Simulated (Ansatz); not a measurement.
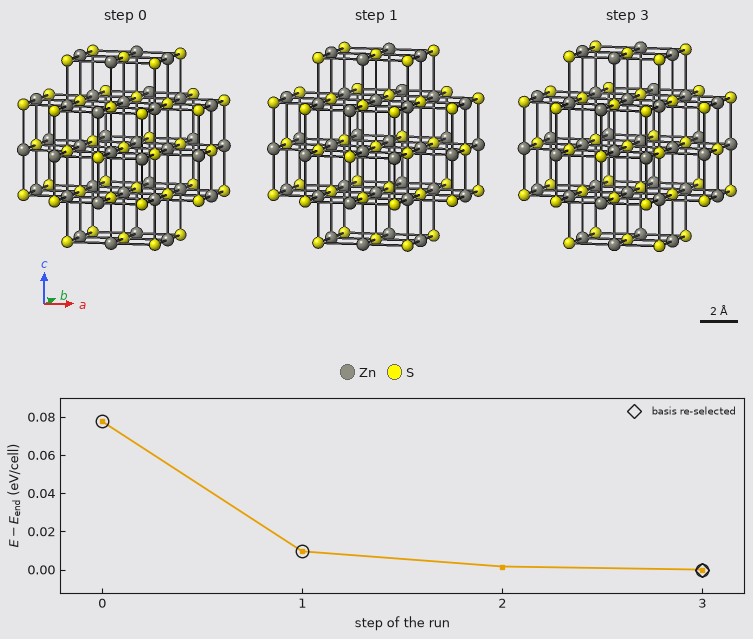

Frames of a relaxation of a crystal of ZnS (a generated structure, set up in Fm-3m) (coarse preliminary run), marked on the history of the run. The picture is a ball-and-stick view of the conventional cell (4 times the calculation's cell), seen slightly off an axis. Lengths and directions refer to the drawn axes.

Case: Ca → Zn on all its sites, cell and atoms relaxed.

Level of theory: DFT PBE, scalar-relativistic, plane waves, PAW in Ansatz.

The input:
```yaml
crystal:
  lattice:
    - [0.0, 2.4766487089, 2.4766487089]
    - [2.4766487089, 0.0, 2.4766487089]
    - [2.4766487089, 2.4766487089, 0.0]
  atoms:
    - { symbol: Zn, position: [0.0, 0.0, 0.0] }
    - { symbol: S, position: [0.5, 0.5, 0.5] }
basis:
  ecutwfc: 420
kpoints:
  mp_grid: { grid: [8, 8, 8] }
hamiltonian:
  xc: pbe
scf:
  occupations: { method: gaussian, width: 0.1 }
output:
  forces: true
  stress: true
  eigenvalues: true
relax:
  adjacent_minimum: "off"
  f_tol: 0.05
  max_steps: 60
  cell: { stress_tol: 0.5 }
```

Command:
```bash
ansatz run input.yaml --threads 1 --pin off --max-ram 2560MiB --backend cpu --events-out ev --progress --plain --runs-dir out
```

Question: Describe the path.

Answer: No atom moves by more than 0.005 Å relative to the cell. The drawn cell changes as follows: a = b = c 4.953 → 5.096 Å (+2.9 %); the volume changes by +8.9 %. Some distances before and after: Zn1–S2 2.477 → 2.548 Å. The space group stays Fm-3m (No. 225). The energy falls by 77.6 meV per cell of the calculation in 2 accepted moves (3 points after the start). All forces vanish by symmetry, so only the cell relaxes. Pressure: 9.47 GPa at the start and 0.38 GPa at the end. The SCF was repeated once at an unchanged geometry on a basis and grid sized afresh for the cell, which shifted the energy by 1.6 meV per cell of the calculation at most. Cost: 2.2 s on 1 thread of Intel(R) Xeon(R) 6975P-C (Granite Rapids) (shared host), peak memory 0.34 GiB. From step 0 to 1: volume +6.1 %, energy −68.0 meV per cell of the calculation. From step 1 to 3: volume +2.7 %, energy −9.6 meV per cell of the calculation.

```csv
step,"E − E(0), meV/atom","pressure, GPa","volume, Å³/atom",note
0,0.00,9.47,15.191,
1,-34.02,2.83,16.118,
2,-38.00,0.38,16.547,
3,-38.81,0.38,16.547,"same geometry, new basis"
```
